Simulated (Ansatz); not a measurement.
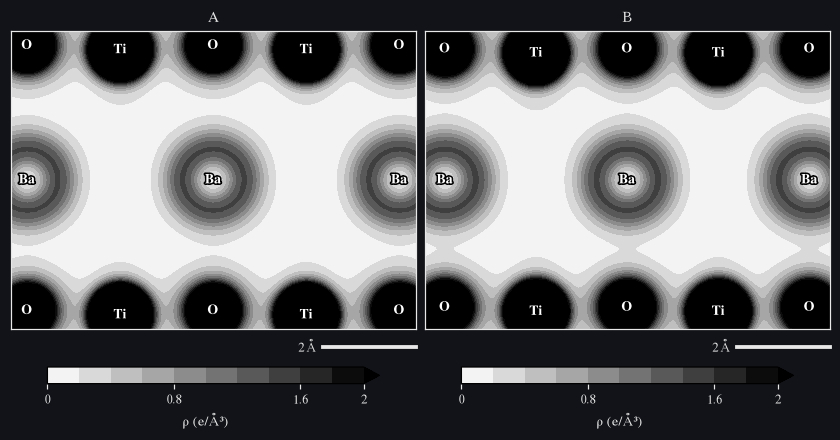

BaTiO3. The valence charge density (pseudo) of two cells that differ in size and shape, on the (101̄) plane of each (indices in the axes of the calculation cell), at one length scale and on one colour scale: A has 13.0 Å³ an atom and B 12.1.

The calculation used DFT, PBE, PAW with Ansatz's default frozen-core files, scalar-relativistic (Ansatz 0.2.0).

What does the compression do to the bonding and the properties?

From the larger cell to the smaller, Ba–O goes from 2.81 to 2.74 Å, and the density at its midpoint from 0.2 to 0.24 e/Å³; Ti–O goes from 2.00 to 1.96 Å, and the density at its midpoint from 0.63 to 0.69 e/Å³; the pressure goes from 1.0 to 15 GPa.
